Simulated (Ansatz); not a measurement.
Run report: Al$_{7}$GaN$_{8}$, geometry relaxation (part 2 of 2)

Continued. System: Al$_{7}$GaN$_{8}$ (16 atoms in the cell). Method: DFT PBEsol, scalar-relativistic, plane waves, PAW, no spin polarisation (Ansatz 0.2.0); cutoff 420 eV, 6×6×6 k-mesh, Gaussian smearing of 0.02 eV. The structure was built on a prototype by a generator; it need not be a known phase.

Geometry of the input (Å; fractional positions):
```
0.0000  0.0000  -5.0117
3.1223  5.4080  0.0000
3.1223  -5.4080  0.0000
Ga -0.0008  0.1667  0.3333
Al 0.0007  0.1661  0.8331
Al 0.0007  0.6669  0.3339
Al 0.0007  0.6669  0.8331
Al 0.5008  0.3341  0.6683
Al 0.5008  0.3341  0.1659
Al 0.5014  0.8333  0.6667
Al 0.5008  0.8317  0.1659
N  0.6088  0.1667  0.3333
N  0.6204  0.1663  0.8331
N  0.6204  0.6669  0.3337
N  0.6204  0.6669  0.8331
N  0.1216  0.3368  0.6737
N  0.1216  0.3368  0.1632
N  0.1198  0.8333  0.6667
N  0.1216  0.8263  0.1632
```

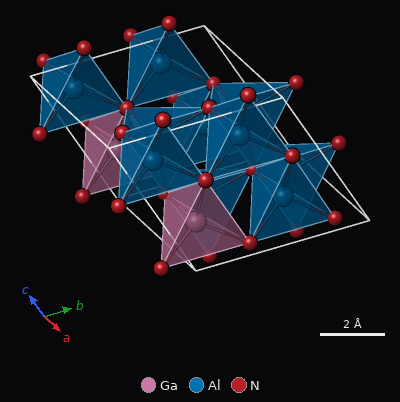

Fig. 1: The geometry at step 3 of the log (polyhedral view of the cell of the calculation, seen at an oblique angle; polyhedra are completed across the faces of the cell).

Output, continued:
```
--- Forces (eV/Å), atoms counted from 1 ---
  atom   1  Ga     0.00000000     0.00000000     0.00407816
  atom   2  Al     0.00070085     0.00040464     0.00224637
  atom   3  Al    -0.00070085     0.00040464     0.00224637
  atom   4  Al     0.00000000    -0.00080928     0.00224637
  atom   5  Al    -0.00105827     0.00061099     0.00159318
  atom   6  Al    -0.00000000    -0.00122199     0.00159318
  atom   7  Al    -0.00000000     0.00000000     0.00257200
  atom   8  Al     0.00105827     0.00061099     0.00159318
  atom   9  N      0.00000000    -0.00000000    -0.00212219
  atom  10  N      0.00033269     0.00019208    -0.00260777
  atom  11  N     -0.00033269     0.00019208    -0.00260777
  atom  12  N      0.00000000    -0.00038415    -0.00260777
  atom  13  N      0.00123905    -0.00071537    -0.00164374
  atom  14  N     -0.00000000     0.00143073    -0.00164374
  atom  15  N     -0.00000000     0.00000000    -0.00328580
  atom  16  N     -0.00123905    -0.00071537    -0.00164374
  max |Σ_I F_I| component: 6.34e-6 eV/Å
--- Stress (GPa, compression-positive) ---
        0.014001      -0.000000      -0.000000
       -0.000000       0.014001      -0.000000
       -0.000000      -0.000000      -0.012212
  P = ⅓ Tr σ = 0.0053 GPa (0.053 kbar)
--- Band table (eV; the first three rows and the last of 34) ---
  k-point 0: bands = ["-7.8814", "-6.4369", "-6.4313", "-6.4313", "-5.8898", "-5.4871", "-5.4871", "-5.4145", "-5.3673", "-5.3673", "-4.5379", "-4.5379", "-4.4455", "1.1323", "1.6048", "1.8428", "1.8428", "2.8565", "3.1616", "3.1616", "3.8236", "3.9557", "3.9557", "5.1929", "5.1929", "5.1986", "5.4546", "5.5232", "5.5232", "6.4764", "6.4764", "6.5742", "6.6806", "6.6806", "7.2228", "7.2228", "7.3502", "11.1188", "12.6445", "12.9819", "12.9819", "13.0858", "13.0858", "13.1999", "13.5610", "14.7422", "15.3752", "15.3752", "17.3695", "17.3695", "17.3999", "17.7491", "18.0279"]
  k-point 1: bands = ["-7.7953", "-6.5289", "-6.4330", "-6.3951", "-5.9689", "-5.6091", "-5.5006", "-5.3767", "-5.3730", "-5.3168", "-4.6003", "-4.5213", "-4.3726", "1.2459", "1.7631", "1.9752", "2.0615", "2.9791", "3.2591", "3.3327", "3.5413", "3.8297", "3.9069", "4.9117", "4.9399", "5.2628", "5.5708", "5.6113", "5.8579", "6.0627", "6.3345", "6.3991", "6.4176", "6.6878", "6.7854", "7.2017", "7.3116", "11.5555", "12.9222", "13.0230", "13.0987", "13.3013", "13.3990", "13.4745", "13.9118", "14.8639", "15.4118", "15.5275", "17.1911", "17.3102", "17.3268", "17.4875", "17.7070"]
  k-point 2: bands = ["-7.5484", "-6.7785", "-6.4366", "-6.3845", "-6.1127", "-5.6836", "-5.5287", "-5.3816", "-5.3809", "-5.2369", "-4.6511", "-4.4907", "-4.3300", "1.5657", "2.1591", "2.3473", "2.6581", "2.8464", "3.2010", "3.3794", "3.7073", "3.8160", "3.9882", "4.4166", "4.5035", "5.0381", "5.4559", "5.7433", "5.7462", "5.8100", "5.8739", "5.9341", "6.0957", "6.4442", "6.7850", "7.1218", "7.1716", "12.4121", "12.9997", "13.0105", "13.3395", "13.8911", "14.2870", "14.4104", "14.5947", "15.0163", "15.6579", "15.8652", "16.3982", "16.7694", "17.0464", "17.1849", "17.4804"]
  k-point 33: bands = ["-6.6888", "-6.5866", "-6.4396", "-6.2579", "-6.1132", "-6.1090", "-5.8862", "-5.4627", "-5.3786", "-5.3768", "-4.9681", "-4.8737", "-4.5119", "2.0145", "2.4934", "2.7770", "3.0730", "3.0969", "3.1440", "3.2093", "3.2440", "3.3971", "3.4932", "5.4300", "5.4341", "5.4517", "5.5029", "5.5308", "5.5867", "6.0062", "6.0606", "6.0615", "6.0754", "6.1195", "6.1253", "6.4696", "6.5520", "13.5774", "13.7666", "13.8860", "13.9046", "13.9523", "13.9993", "14.5710", "14.7327", "14.7735", "14.9599", "15.7914", "16.5487", "16.5717", "16.6017", "16.6792", "16.8343"]
--- Relaxed structure (3 steps of the walk, 3 accepted, 1 SCFs on fresh bases) ---
  F+E_penalty+E_count = -10464.51964441 eV   max|allowed force component| = 4.078e-3 eV/Å   (the final SCF, on the basis selected at the relaxed cell)
  cell:  # Å, volume = 169.2240 Å³
    - [-8.79165530212406e-20, -4.653207358547614e-34, -5.014720251704449]
    - [3.1211334086236424, 5.405961640936781, 5.477224703140233e-20]
    - [3.1211334086236424, -5.405961640936781, 5.477224703140082e-20]
  atoms:
    - { symbol: Ga, position: [-0.000647290215763526, 0.16666666666666669, 0.3333333333333333] }
    - { symbol: Al, position: [0.00042238650843964175, 0.1661219524482343, 0.8330609762241172] }
    - { symbol: Al, position: [0.00042238650843964175, 0.6669390237758831, 0.33387804755176587] }
    - { symbol: Al, position: [0.00042238650843964175, 0.666939023775883, 0.8330609762241172] }
    - { symbol: Al, position: [0.5006670681336167, 0.33414587992521083, 0.6682917598504217] }
    - { symbol: Al, position: [0.5006670681336167, 0.3341458799252108, 0.16585412007478922] }
    - { symbol: Al, position: [0.5009706440607691, 0.8333333333333335, 0.6666666666666667] }
    - { symbol: Al, position: [0.5006670681336167, 0.8317082401495783, 0.16585412007478934] }
    - { symbol: N, position: [0.6090811121757324, 0.16666666666666669, 0.3333333333333333] }
    - { symbol: N, position: [0.6205827829520386, 0.16623186032413867, 0.8331159301620694] }
    - { symbol: N, position: [0.6205827829520386, 0.6668840698379307, 0.3337681396758615] }
    - { symbol: N, position: [0.6205827829520386, 0.6668840698379309, 0.8331159301620693] }
    - { symbol: N, position: [0.12188598371081912, 0.3368208860212743, 0.6736417720425487] }
    - { symbol: N, position: [0.12188598371081912, 0.3368208860212743, 0.1631791139787257] }
    - { symbol: N, position: [0.11992087026452108, 0.8333333333333335, 0.6666666666666667] }
    - { symbol: N, position: [0.12188598371081912, 0.8263582279574515, 0.16317911397872575] }
```

Trajectory as extended XYZ (Å, eV, eV/Å), 4 frames, from step=1 to step=4:
```
16
Lattice="0.0000 0.0000 -5.0117 3.1223 5.4080 0.0000 3.1223 -5.4080 0.0000" Properties=species:S:1:pos:R:3:forces:R:3 step=1 energy=-10464.51949 pressure_GPa=-0.03
Ga    1.5611   -0.9013    0.0038    0.0000   0.0000  -0.0045
Al    3.1197   -3.6068   -0.0037    0.0004   0.0002   0.0239
Al    3.1249    1.8012   -0.0037   -0.0004   0.0002   0.0239
Al    4.6834   -0.8983   -0.0037    0.0000  -0.0004   0.0239
Al    3.1299   -1.8071   -2.5100   -0.0003   0.0002   0.0173
Al    1.5611    0.9101   -2.5100    0.0000  -0.0003   0.0173
Al    4.6834    0.9013   -2.5127    0.0000   0.0000   0.0244
Al    3.1146    3.6009   -2.5100    0.0003   0.0002   0.0173
N     1.5611   -0.9013   -3.0509    0.0000   0.0000  -0.0136
N     3.1204   -3.6064   -3.1092   -0.0018  -0.0011  -0.0196
N     3.1242    1.8016   -3.1092    0.0018  -0.0011  -0.0196
N     4.6834   -0.8991   -3.1092    0.0000   0.0021  -0.0196
N     3.1550   -1.8216   -0.6096   -0.0057   0.0033  -0.0186
N     1.5611    0.9391   -0.6096    0.0000  -0.0066  -0.0186
N     4.6834    0.9013   -0.6006    0.0000   0.0000  -0.0151
N     3.0895    3.5864   -0.6096    0.0057   0.0033  -0.0186
16
Lattice="0.0000 0.0000 -5.0142 3.1214 5.4065 0.0000 3.1214 -5.4065 0.0000" Properties=species:S:1:pos:R:3:forces:R:3 step=2 energy=-10464.51968 pressure_GPa=-0.01
Ga    1.5607   -0.9011    0.0034    0.0000   0.0000   0.0015
Al    3.1189   -3.6057   -0.0028   -0.0017  -0.0010   0.0169
Al    3.1239    1.8007   -0.0028    0.0017  -0.0010   0.0169
Al    4.6821   -0.8982   -0.0028    0.0000   0.0019   0.0169
Al    3.1290   -1.8065   -2.5109    0.0003  -0.0002   0.0122
Al    1.5607    0.9098   -2.5109    0.0000   0.0003   0.0122
Al    4.6821    0.9011   -2.5127    0.0000   0.0000   0.0152
Al    3.1138    3.5999   -2.5109   -0.0003  -0.0002   0.0122
N     1.5607   -0.9011   -3.0537    0.0000   0.0000  -0.0050
N     3.1194   -3.6055   -3.1112    0.0007   0.0004  -0.0152
N     3.1235    1.8010   -3.1112   -0.0007   0.0004  -0.0152
N     4.6821   -0.8987   -3.1112    0.0000  -0.0008  -0.0152
N     3.1542   -1.8211   -0.6106   -0.0039   0.0023  -0.0128
N     1.5607    0.9389   -0.6106    0.0000  -0.0045  -0.0128
N     4.6821    0.9011   -0.6008    0.0000   0.0000  -0.0151
N     3.0887    3.5854   -0.6106    0.0039   0.0023  -0.0128
16
Lattice="0.0000 0.0000 -5.0147 3.1211 5.4060 0.0000 3.1211 -5.4060 0.0000" Properties=species:S:1:pos:R:3:forces:R:3 step=3 energy=-10464.51978 pressure_GPa=0.01
Ga    1.5606   -0.9010    0.0032    0.0000   0.0000   0.0041
Al    3.1186   -3.6054   -0.0021    0.0007   0.0004   0.0022
Al    3.1237    1.8005   -0.0021   -0.0007   0.0004   0.0022
Al    4.6817   -0.8980   -0.0021    0.0000  -0.0008   0.0022
Al    3.1287   -1.8064   -2.5107   -0.0010   0.0006   0.0016
Al    1.5606    0.9098   -2.5107    0.0000  -0.0012   0.0016
Al    4.6817    0.9010   -2.5122    0.0000   0.0000   0.0026
Al    3.1135    3.5996   -2.5107    0.0010   0.0006   0.0016
N     1.5606   -0.9010   -3.0544    0.0000   0.0000  -0.0021
N     3.1191   -3.6052   -3.1120    0.0003   0.0002  -0.0026
N     3.1232    1.8008   -3.1120   -0.0003   0.0002  -0.0026
N     4.6817   -0.8986   -3.1120    0.0000  -0.0004  -0.0026
N     3.1538   -1.8208   -0.6112    0.0012  -0.0007  -0.0016
N     1.5606    0.9387   -0.6112    0.0000   0.0014  -0.0016
N     4.6817    0.9010   -0.6014    0.0000   0.0000  -0.0033
N     3.0885    3.5851   -0.6112   -0.0012  -0.0007  -0.0016
16
Lattice="0.0000 0.0000 -5.0147 3.1211 5.4060 0.0000 3.1211 -5.4060 0.0000" Properties=species:S:1:pos:R:3:forces:R:3 step=4 energy=-10464.51964 pressure_GPa=0.01
Ga    1.5606   -0.9010    0.0032    0.0000   0.0000   0.0041
Al    3.1186   -3.6054   -0.0021    0.0007   0.0004   0.0022
Al    3.1237    1.8005   -0.0021   -0.0007   0.0004   0.0022
Al    4.6817   -0.8980   -0.0021    0.0000  -0.0008   0.0022
Al    3.1287   -1.8064   -2.5107   -0.0011   0.0006   0.0016
Al    1.5606    0.9098   -2.5107    0.0000  -0.0012   0.0016
Al    4.6817    0.9010   -2.5122    0.0000   0.0000   0.0026
Al    3.1135    3.5996   -2.5107    0.0011   0.0006   0.0016
N     1.5606   -0.9010   -3.0544    0.0000   0.0000  -0.0021
N     3.1191   -3.6052   -3.1120    0.0003   0.0002  -0.0026
N     3.1232    1.8008   -3.1120   -0.0003   0.0002  -0.0026
N     4.6817   -0.8986   -3.1120    0.0000  -0.0004  -0.0026
N     3.1538   -1.8208   -0.6112    0.0012  -0.0007  -0.0016
N     1.5606    0.9387   -0.6112    0.0000   0.0014  -0.0016
N     4.6817    0.9010   -0.6014    0.0000   0.0000  -0.0033
N     3.0885    3.5851   -0.6112   -0.0012  -0.0007  -0.0016
```

Results in brief:

```csv
quantity,value
outcome,converged
space group (tolerance 0.01 Å),P3m1 (156)
electrons treated,74
free energy,−10464.5196 eV
Fermi energy,9.234 eV
gap on the k-point mesh,3.77 eV
pressure,0.01 GPa
final volume,169.22 Å³
largest force (length of the vector) at the end,0.004 eV/Å
final cell,"a = 5.015 Å, b = 6.242 Å, c = 6.242 Å, α = 120.00°, β = 90.00°, γ = 90.00°"
hardware,"4 threads of Intel Xeon @ 2.70GHz, 189 GiB of memory available, shared host"
wall time,30 s (CPU time 1.9 min)
peak memory,0.69 GiB
```
